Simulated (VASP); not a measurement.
# A VASP study of SrO (r2SCAN): structure first, properties next, part 2 of 4

Aim: relax SrO, then compute properties on the relaxed cell. The start is a cell from a database of measured crystal structures.

VASP 6.6.1, plane waves and PAW; the level of theory is named at each step.

So far, gap on the k-mesh (eV): step 2 (full relaxation (r2SCAN)) 3.81. The relaxed cell has a = 5.169 Å (conventional setting).

**4. Bands along the symmetry lines (r2SCAN)**

Level of this step: r2SCAN; plane waves and PAW (Sr_sv, O) (VASP).

Levels along the symmetry lines show where the bands peak and cross; KPOINTS_OPT computes them in the converged potential.

The input, INCAR:

```
SYSTEM = SrO
PREC = Accurate
ENCUT = 520
EDIFF = 1E-06
NELM = 100
ISMEAR = 0
SIGMA = 0.05
LREAL = .FALSE.
ALGO = Normal
METAGGA = R2SCAN
LASPH = .TRUE.
NBANDS = 20
LORBIT = 11
LWAVE = .FALSE.
LCHARG = .FALSE.
KPAR = 2
```

The input, POSCAR:

```
SrO
1.0
    0.0000000000      2.5846187114      2.5846187114
    2.5846187114      0.0000000000      2.5846187114
    2.5846187114      2.5846187114      0.0000000000
Sr O
1 1
Direct
    0.0000000000      0.0000000000      0.0000000000
    0.5000000000      0.5000000000      0.5000000000
```

The input, KPOINTS:

```
Automatic mesh
0
Gamma
9 9 9
0 0 0
```

The input, KPOINTS_OPT:

```
Line mode
16
Line-mode
Reciprocal
  0.00000000   0.00000000   0.00000000 GAMMA
  0.50000000   0.00000000   0.50000000 X

  0.50000000   0.00000000   0.50000000 X
  0.50000000   0.25000000   0.75000000 W

  0.50000000   0.25000000   0.75000000 W
  0.37500000   0.37500000   0.75000000 K

  0.37500000   0.37500000   0.75000000 K
  0.00000000   0.00000000   0.00000000 GAMMA

  0.00000000   0.00000000   0.00000000 GAMMA
  0.50000000   0.50000000   0.50000000 L

  0.50000000   0.50000000   0.50000000 L
  0.62500000   0.25000000   0.62500000 U

  0.62500000   0.25000000   0.62500000 U
  0.50000000   0.25000000   0.75000000 W

  0.50000000   0.25000000   0.75000000 W
  0.50000000   0.50000000   0.50000000 L

  0.50000000   0.50000000   0.50000000 L
  0.37500000   0.37500000   0.75000000 K

  0.62500000   0.25000000   0.62500000 U
  0.50000000   0.00000000   0.50000000 X
```

PAW data sets: Sr_sv and O (PBE family, release 64).

The run is started by

```sh
> mpirun -np 2 vasp_std
```

What it wrote:

```text
[banner, memory and clock lines left out]
running    2 mpi-ranks, on    1 nodes
 distrk:  each k-point on    1 cores,    2 groups
 distr:  one band on    1 cores,    1 groups

 POSCAR found type information on POSCAR SrO
 POSCAR found :  2 types and       2 ions
 [... a notice as in an earlier step ...]

 LDA part: xc-table for (None), standard interpolation
 POSCAR, INCAR and KPOINTS ok, starting setup
 FFT: planning ... GRIDC
 FFT: planning ... GRID_SOFT
 FFT: planning ... GRID
 WAVECAR not read
 entering main loop
       N       E                     dE             d eps       ncg     rms          rms(c)
DAV:   1     0.476124877376E+02    0.47612E+02   -0.82111E+03  1408   0.802E+02
DAV:   2    -0.316939111926E+02   -0.79306E+02   -0.74238E+02  1784   0.198E+02
DAV:   3    -0.346740426526E+02   -0.29801E+01   -0.29524E+01  1896   0.307E+01
DAV:   4    -0.347164832364E+02   -0.42441E-01   -0.42418E-01  1688   0.363E+00
DAV:   5    -0.347173965346E+02   -0.91330E-03   -0.91328E-03  1760   0.431E-01    0.155E+01
DAV:   6    -0.269087642892E+02    0.78086E+01   -0.27767E+00  2072   0.126E+01    0.144E+01
DAV:   7    -0.270421668597E+02   -0.13340E+00   -0.19956E-01  1600   0.301E+00    0.842E+00
DAV:   8    -0.270626876691E+02   -0.20521E-01   -0.95592E-02  1488   0.252E+00    0.703E-01
DAV:   9    -0.270566565263E+02    0.60311E-02   -0.15451E-02  1640   0.116E+00    0.288E-01
DAV:  10    -0.270559821561E+02    0.67437E-03   -0.17735E-03  1564   0.386E-01    0.131E-01
DAV:  11    -0.270561882497E+02   -0.20609E-03   -0.49739E-04  1576   0.170E-01    0.100E-01
DAV:  12    -0.270561828309E+02    0.54188E-05   -0.23072E-05  1656   0.363E-02    0.192E-02
DAV:  13    -0.270561818127E+02    0.10182E-05   -0.22462E-06  1940   0.132E-02    0.107E-02
DAV:  14    -0.270561813687E+02    0.44400E-06   -0.26026E-07   968   0.384E-03
   1 F= -.27056181E+02 E0= -.27056181E+02  d E =-.190852E-16
 Start KPOINTS_OPT (optional k-point list driver)
k-point batch [1-35\160]
       N       E                     dE             ncg
DAV:   1    -0.312554748487E+04   -0.20179E+05     1400
DAV:   2    -0.586927026918E+04   -0.27437E+04     1800
DAV:   3    -0.596654315977E+04   -0.97273E+02     1928
DAV:   4    -0.596812384698E+04   -0.15807E+01     1696
DAV:   5    -0.596814839922E+04   -0.24552E-01     1752
DAV:   6    -0.596814900533E+04   -0.60611E-03     1692
DAV:   7    -0.596814902154E+04   -0.16212E-04     1620
DAV:   8    -0.596814902193E+04   -0.38488E-06     1116
[...]
k-point batch [141-160\160]
       N       E                     dE             ncg
DAV:   1     0.670818846148E+04   -0.14466E+05      800
DAV:   2     0.516314632031E+04   -0.15450E+04     1044
DAV:   3     0.510904511697E+04   -0.54101E+02     1120
DAV:   4     0.510825503523E+04   -0.79008E+00      900
DAV:   5     0.510823930946E+04   -0.15726E-01     1016
DAV:   6     0.510823892816E+04   -0.38131E-03      904
DAV:   7     0.510823891806E+04   -0.10097E-04      992
DAV:   8     0.510823891784E+04   -0.22424E-06      580
```

Run time: 1.8 min. Hardware: 2 MPI ranks of Intel Xeon 6975P-C (Granite Rapids), shared host; peak memory 0.35 GiB.

Parts of OUTCAR (step 4):

```text
The static configuration has the point symmetry O_h .

 Found     35 irreducible k-points:

   k-points           NKPTS =     35   k-points in BZ     NKDIM =     35   number of bands    NBANDS=     20

   NELECT =      16.0000    total number of electrons

 E-fermi :   1.5399

 k-point     1 :       0.0000    0.0000    0.0000
  band No.  band energies     occupation
    ...
      4     -13.2998      2.00000
      5     -13.2998      2.00000
      6       1.2687      2.00000
      7       1.2687      2.00000
      8       1.2687      2.00000
      9       5.8103      0.00000
     10       8.0100      0.00000
     11       8.0100      0.00000
     12       8.0100      0.00000
     13      10.2953      0.00000
    ...

 k-point     2 :       0.1111    0.0000    0.0000
  band No.  band energies     occupation
    ...
      4     -13.3087      2.00000
      5     -13.1013      2.00000
      6       0.9258      2.00000
      7       1.1176      2.00000
      8       1.1176      2.00000
      9       6.3566      0.00000
     10       7.8734      0.00000
     11       8.2534      0.00000
     12       8.2534      0.00000
     13      10.6166      0.00000
    ...

  Total        0.0026263      0.0026263      0.0026263     -0.0000000     -0.0000000      0.0000000
  in kB        0.1218532      0.1218532      0.1218532     -0.0000000     -0.0000000      0.0000000
  external PRESSURE =       0.1218532 kB  Pullay stress =       0.0000000 kB

 POSITION                                       TOTAL-FORCE (eV/Angst)
 -----------------------------------------------------------------------------------
      0.00000      0.00000      0.00000         0.000000     -0.000000     -0.000000
      2.58462      2.58462      2.58462         0.000000      0.000000      0.000000
 -----------------------------------------------------------------------------------
    total drift:                                0.000000      0.000000      0.000000

  FREE ENERGIE OF THE ION-ELECTRON SYSTEM (eV)
  ---------------------------------------------------
  free  energy   TOTEN  =       -27.0561813687 eV

  energy  without entropy=      -27.0561813687  energy(sigma->0) =      -27.05618137

 total charge
# of ion       s       p       d       tot
------------------------------------------
    1        2.014   5.900   0.233   8.147
    2        1.554   3.445   0.000   4.999
--------------------------------------------------
tot          3.568   9.345   0.233  13.146

[... 7 parts as in an earlier step ...]

[... 5 further parts left out ...]
```

This step gave:

- bands: 20
- Fermi energy: 1.540 eV
- pressure: 0.01219 GPa
- least gap on mesh and path: 3.750 eV
- least direct gap on mesh and path: 3.846 eV
- conduction bottom at k: 0.5, 0, 0.5
- least direct gap at k: 0.5, 0, 0.5

The electronic bands at the labelled points (eV, zero at the valence-band top; v1 is the highest filled band, c1 the lowest empty one):

| point | v3 | v2 | v1 | c1 | c2 | c3 | c4 |
| --- | --- | --- | --- | --- | --- | --- | --- |
| Γ | 0.00 | 0.00 | 0.00 | 4.54 | 6.74 | 6.74 | 6.74 |
| X | -0.46 | -0.10 | -0.10 | 3.75 | 8.40 | 10.81 | 10.97 |
| W | -1.09 | -0.44 | -0.44 | 6.51 | 6.51 | 9.20 | 11.60 |
| K | -0.92 | -0.56 | -0.49 | 5.26 | 8.42 | 9.32 | 10.67 |
| Γ | 0.00 | 0.00 | 0.00 | 4.54 | 6.74 | 6.74 | 6.74 |
| L | -2.09 | -1.10 | -1.10 | 7.04 | 8.95 | 9.39 | 9.39 |
| U | -0.92 | -0.56 | -0.49 | 5.26 | 8.42 | 9.32 | 10.67 |
| W | -1.09 | -0.44 | -0.44 | 6.51 | 6.51 | 9.20 | 11.60 |
| L | -2.09 | -1.10 | -1.10 | 7.04 | 8.95 | 9.39 | 9.39 |
| K | -0.92 | -0.56 | -0.49 | 5.26 | 8.42 | 9.32 | 10.67 |
| jump to U | -0.92 | -0.56 | -0.49 | 5.26 | 8.42 | 9.32 | 10.67 |
| X | -0.46 | -0.10 | -0.10 | 3.75 | 8.40 | 10.81 | 10.97 |

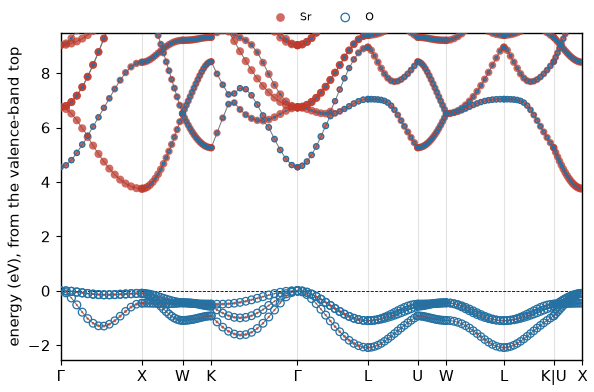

Electronic bands along the path; dots are coloured as in the legend, and their area grows with the weight.

The path lowers the gap by 0.06 eV against the mesh alone, so a band edge lies off the mesh.

The path shows an indirect gap of 3.75 eV (valence top at Γ, conduction bottom at X). The least direct gap is 3.85 eV.

**5. Density of states (r2SCAN)**

Here the states are counted by energy and projected on the atoms. The mesh is finer than in the run before.

INCAR, as its differences from that of step 4:

```diff
@@ -5,3 +5,3 @@
 NELM = 100
-ISMEAR = 0
+ISMEAR = -5
 SIGMA = 0.05
@@ -16 +16,2 @@
 KPAR = 2
+NEDOS = 2001
```

POSCAR is that of step 4.

The input, KPOINTS:

```
Automatic mesh
0
Gamma
13 13 13
0 0 0
```

The run is started by

```sh
> mpirun -np 2 vasp_std
```

What it wrote:

```text
[... set-up lines as in an earlier step ...]
 entering main loop
       N       E                     dE             d eps       ncg     rms          rms(c)
DAV:   1     0.470417755450E+02    0.47042E+02   -0.81175E+03  3360   0.799E+02
DAV:   2    -0.317620143266E+02   -0.78804E+02   -0.74582E+02  4336   0.198E+02
DAV:   3    -0.346797903196E+02   -0.29178E+01   -0.28916E+01  4584   0.301E+01
DAV:   4    -0.347166739595E+02   -0.36884E-01   -0.36870E-01  4028   0.334E+00
DAV:   5    -0.347174067889E+02   -0.73283E-03   -0.73281E-03  4236   0.372E-01    0.155E+01
DAV:   6    -0.269093485829E+02    0.78081E+01   -0.27897E+00  4956   0.126E+01    0.144E+01
DAV:   7    -0.270421803216E+02   -0.13283E+00   -0.19312E-01  3760   0.301E+00    0.842E+00
DAV:   8    -0.270627890298E+02   -0.20609E-01   -0.95998E-02  3580   0.253E+00    0.703E-01
DAV:   9    -0.270566334293E+02    0.61556E-02   -0.15307E-02  3904   0.117E+00    0.286E-01
DAV:  10    -0.270559786053E+02    0.65482E-03   -0.18522E-03  3736   0.384E-01    0.132E-01
DAV:  11    -0.270561897368E+02   -0.21113E-03   -0.49925E-04  3788   0.171E-01    0.103E-01
DAV:  12    -0.270561825883E+02    0.71485E-05   -0.25023E-05  3952   0.386E-02    0.184E-02
DAV:  13    -0.270561816351E+02    0.95328E-06   -0.24480E-06  4632   0.138E-02
   1 F= -.27056182E+02 E0= -.27056182E+02  d E =0.000000E+00
```

Run time: 66 s. Hardware: 2 MPI ranks; peak memory 0.36 GiB.

OUTCAR, selected parts (step 5):

```text
   k-points           NKPTS =     84   k-points in BZ     NKDIM =     84   number of bands    NBANDS=     20

   NELECT =      16.0000    total number of electrons

 E-fermi :   1.2720

 k-point     1 :       0.0000    0.0000    0.0000
  band No.  band energies     occupation
    ...
      4     -13.2998      2.00000
      5     -13.2998      2.00000
      6       1.2687      2.00000
      7       1.2687      2.00000
      8       1.2687      2.00000
      9       5.8102      0.00000
     10       8.0101      0.00000
     11       8.0101      0.00000
     12       8.0101      0.00000
     13      10.2953      0.00000
    ...

  Total        0.0027136      0.0027136      0.0027136      0.0000000     -0.0000000      0.0000000
  in kB        0.1259021      0.1259021      0.1259021      0.0000000     -0.0000000      0.0000000
  external PRESSURE =       0.1259021 kB  Pullay stress =       0.0000000 kB

  FREE ENERGIE OF THE ION-ELECTRON SYSTEM (eV)
  ---------------------------------------------------
  free  energy   TOTEN  =       -27.0561816351 eV

  energy  without entropy=      -27.0561816351  energy(sigma->0) =      -27.05618164

[... 8 parts as in an earlier step ...]

[... 9 further parts left out ...]
```

This step gave:

```
SCF cycles                     : 13
irreducible k-points           : 84
Fermi energy                   : 1.272 eV
pressure                       : 0.01259 GPa
conduction bottom at k         : 0.4615, 0.4615, 0
least direct gap at k          : 0.4615, 0.4615, 0
gap on the k-mesh              : 3.779 eV
least direct gap on the k-mesh : 3.878 eV
```

The density of states has structure finer than the step of the table below, so its rows give means over 1 eV, whole bins alone (the curve runs from -12.0 to 11.7 eV). Peaks (eV: height): total -0.5: 7.05, 7.8: 1.90, 9.5: 3.58, 11.4: 2.01; O p -0.5: 4.15; Sr d -0.9: 0.28, 6.3: 0.526, 9.5: 2.00, 11.4: 1.38; Sr p -0.5: 0.35, 7.8: 0.0939, 9.6: 0.0798; O s 7.5: 0.0426, 9.5: 0.115.

States under -12.0 eV and over 11.7 eV are left out. Density of states against energy, zero at the valence-band top; means over each step; values in states/eV/cell:

| energy (eV) | total | O p | Sr d | Sr p | O s |
| --- | --- | --- | --- | --- | --- |
| -3 | 0 | 0 | 0 | 0 | 0 |
| -2 | 0.571 | 0.277 | 0.0216 | 0.00576 | 5.0e-4 |
| -1 | 3.80 | 2.15 | 0.165 | 0.0971 | 0.00247 |
| 0 | 1.63 | 1.01 | 0.0332 | 0.0603 | 3.8e-4 |
| 1 | 0 | 0 | 0 | 0 | 0 |
| 2 | 0 | 0 | 0 | 0 | 0 |
| 3 | 0 | 0 | 0 | 0 | 0 |
| 4 | 0.130 | 0.00302 | 0.0496 | 1.9e-4 | 1.7e-6 |
| 5 | 0.482 | 0.0237 | 0.168 | 0.00297 | 0.00428 |
| 6 | 1.09 | 0.0939 | 0.369 | 0.0143 | 0.0114 |
| 7 | 1.26 | 0.155 | 0.370 | 0.0371 | 0.0242 |
| 8 | 1.48 | 0.124 | 0.508 | 0.0637 | 0.0333 |
| 9 | 1.59 | 0.0743 | 0.877 | 0.0275 | 0.0406 |
| 10 | 1.91 | 0.104 | 1.12 | 0.0419 | 0.0325 |
| 11 | 1.43 | 0.0963 | 0.966 | 0.0185 | 7.2e-4 |

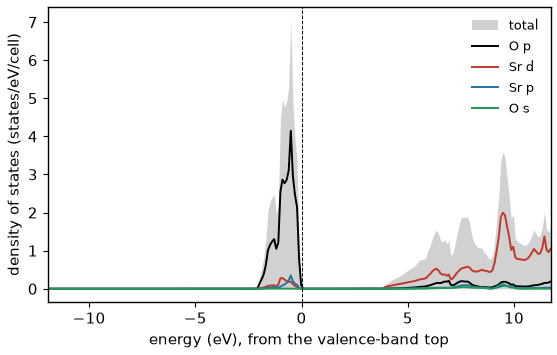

Density of states, plotted against energy.

The gap on this mesh is 3.78 eV. In the top eV of the valence band the largest shares in the PAW spheres are O p 59 %. The rest lies in smaller channels or between the spheres.

**6. Independent-particle dielectric function (r2SCAN)**

LOPTICS sums transitions from filled to empty bands. NBANDS is raised for it.

The input, INCAR:

```
SYSTEM = SrO
PREC = Accurate
ENCUT = 520
EDIFF = 1E-06
NELM = 100
ISMEAR = 0
SIGMA = 0.05
LREAL = .FALSE.
ALGO = Normal
METAGGA = R2SCAN
LASPH = .TRUE.
NBANDS = 24
LORBIT = 11
LWAVE = .FALSE.
LCHARG = .FALSE.
KPAR = 2
LOPTICS = .TRUE.
NEDOS = 1500
CSHIFT = 0.1
```

POSCAR is that of step 5.

KPOINTS is that of step 5.

The run is started by

```sh
> mpirun -np 2 vasp_std
```

What it wrote:

```text
[... set-up lines as in an earlier step ...]
 entering main loop
       N       E                     dE             d eps       ncg     rms          rms(c)
DAV:   1     0.487598788092E+02    0.48760E+02   -0.78025E+03  4032   0.667E+02
DAV:   2    -0.320200796679E+02   -0.80780E+02   -0.76688E+02  5144   0.178E+02
DAV:   3    -0.346832355893E+02   -0.26632E+01   -0.26369E+01  5656   0.258E+01
DAV:   4    -0.347171329092E+02   -0.33897E-01   -0.33895E-01  4496   0.292E+00
DAV:   5    -0.347174212882E+02   -0.28838E-03   -0.28838E-03  5160   0.236E-01    0.155E+01
DAV:   6    -0.269106028454E+02    0.78068E+01   -0.20936E+00  6424   0.105E+01    0.143E+01
DAV:   7    -0.270431553208E+02   -0.13255E+00   -0.15131E-01  4360   0.251E+00    0.845E+00
DAV:   8    -0.270611413464E+02   -0.17986E-01   -0.85591E-02  4456   0.205E+00    0.639E-01
DAV:   9    -0.270562639310E+02    0.48774E-02   -0.67876E-03  4872   0.850E-01    0.274E-01
DAV:  10    -0.270560404993E+02    0.22343E-03   -0.99678E-04  4560   0.292E-01    0.125E-01
DAV:  11    -0.270561807642E+02   -0.14026E-03   -0.41844E-04  4400   0.143E-01    0.611E-02
DAV:  12    -0.270561834196E+02   -0.26555E-05   -0.24219E-05  4872   0.257E-02    0.184E-02
DAV:  13    -0.270561829471E+02    0.47252E-06   -0.25548E-07  4472   0.429E-03
   1 F= -.27056183E+02 E0= -.27056183E+02  d E =-.317955E-13
 optical routines
 imaginary and real dielectric function
 direction            1
 direction            2
 direction            3
```

Run time: 86 s. Hardware: 2 MPI ranks; peak memory 0.5 GiB; 2.8 min of CPU time.

From OUTCAR (step 6):

```text
   k-points           NKPTS =     84   k-points in BZ     NKDIM =     84   number of bands    NBANDS=     24

   NELECT =      16.0000    total number of electrons

 E-fermi :   1.4995

 k-point     1 :       0.0000    0.0000    0.0000
  band No.  band energies     occupation
    ...
      4     -13.3003      2.00000
      5     -13.3003      2.00000
      6       1.2708      2.00000
      7       1.2708      2.00000
      8       1.2708      2.00000
      9       5.8103      0.00000
     10       8.0099      0.00000
     11       8.0099      0.00000
     12       8.0099      0.00000
     13      10.2950      0.00000
    ...

  Total       -0.0155534     -0.0155534     -0.0155534     -0.0000000      0.0000000      0.0000000
  in kB       -0.7216336     -0.7216336     -0.7216336     -0.0000000      0.0000000      0.0000000
  external PRESSURE =      -0.7216336 kB  Pullay stress =       0.0000000 kB

 POSITION                                       TOTAL-FORCE (eV/Angst)
 -----------------------------------------------------------------------------------
      0.00000      0.00000      0.00000         0.000000      0.000000     -0.000000
      2.58462      2.58462      2.58462         0.000000     -0.000000      0.000000
 -----------------------------------------------------------------------------------
    total drift:                                0.000000      0.000000      0.000000

  FREE ENERGIE OF THE ION-ELECTRON SYSTEM (eV)
  ---------------------------------------------------
  free  energy   TOTEN  =       -27.0561829471 eV

  energy  without entropy=      -27.0561829471  energy(sigma->0) =      -27.05618295

 plasma frequency squared (from intraband transitions) (eV^2)
  --------------------------------------------------------------------------------------
       0.000       0.000      -0.000
       0.000       0.000       0.000
      -0.000       0.000       0.000

[... 7 parts as in an earlier step ...]

[... 9 further parts left out ...]
```

These are independent-particle spectra without excitons or local fields, and fine structure depends on the mesh and on CSHIFT.

Numbers from this step:

```yaml
bands: 24
fermi_energy: 1.500 eV
pressure: -0.07216 GPa
gap_on_the_k_mesh: 3.776 eV
least_direct_gap_on_the_k_mesh: 3.876 eV
```

The imaginary dielectric function, xx has structure finer than the step of the table below, so its rows give means over 2 eV, whole bins alone (the curve runs from 0 to 24.9 eV). Peaks (eV: height): 7.9: 3.59, 9.9: 5.23, 14.2: 1.60, 24.4: 3.80.

Imaginary dielectric function, xx against photon energy; means over each step:

| photon energy (eV) | imaginary dielectric function, xx |
| --- | --- |
| 2 | 0.0219 |
| 4 | 0.671 |
| 6 | 2.21 |
| 8 | 3.09 |
| 10 | 3.59 |
| 12 | 1.75 |
| 14 | 0.931 |
| 16 | 0.728 |
| 18 | 0.815 |
| 20 | 1.54 |
| 22 | 1.82 |

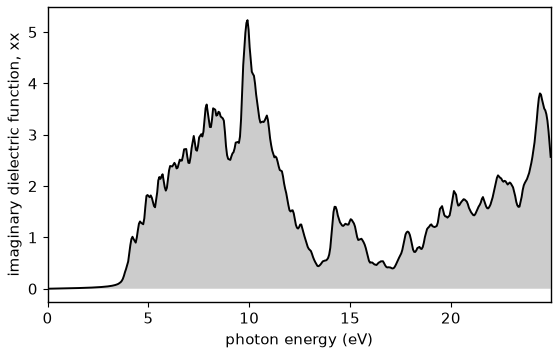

Imaginary dielectric function, xx, plotted against photon energy.

The real dielectric function, xx by photon energy:

| photon energy (eV) | real dielectric function, xx |
| --- | --- |
| 0 | 3.55 |
| 1 | 3.58 |
| 2 | 3.72 |
| 3 | 4.02 |
| 4 | 4.92 |
| 5 | 4.54 |
| 6 | 4.37 |
| 7 | 3.65 |
| 8 | 2.85 |
| 9 | 2.29 |
| 10 | 1.05 |
| 11 | -0.107 |
| 12 | -0.156 |
| 13 | 0.333 |
| 14 | 1.71 |
| 15 | 1.01 |
| 16 | 0.875 |
| 17 | 1.46 |
| 18 | 1.51 |
| 19 | 1.96 |
| 20 | 2.04 |
| 21 | 1.43 |
| 22 | 1.78 |
| 23 | 1.14 |
| 24 | 1.83 |

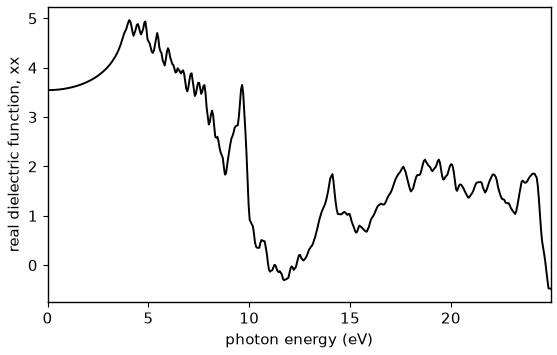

Real dielectric function, xx, plotted against photon energy.

The mean of ε2 over directions passes 5 % of its top at 3.84 eV, against a least direct gap of 3.88 eV on this mesh; what lies under the gap is the tail of the broadening by CSHIFT.

[end of part 2 of 4]

[Lines on the potential files, build, host, timing and source positions are cut from VASP's logs without a mark.]

[Logs are printed without paths, hosts, clocks, repeated set-up lines and the standing remarks that a program may print on its own settings, such as how far it seeks lower states.]

[Hosts, paths, dates, database ids (printed as entryN), source tags and the programs' standing remarks are cut or masked in the printed files.]

[A measured line is paired with the nearest computed mode of its activity, which favours agreement.]
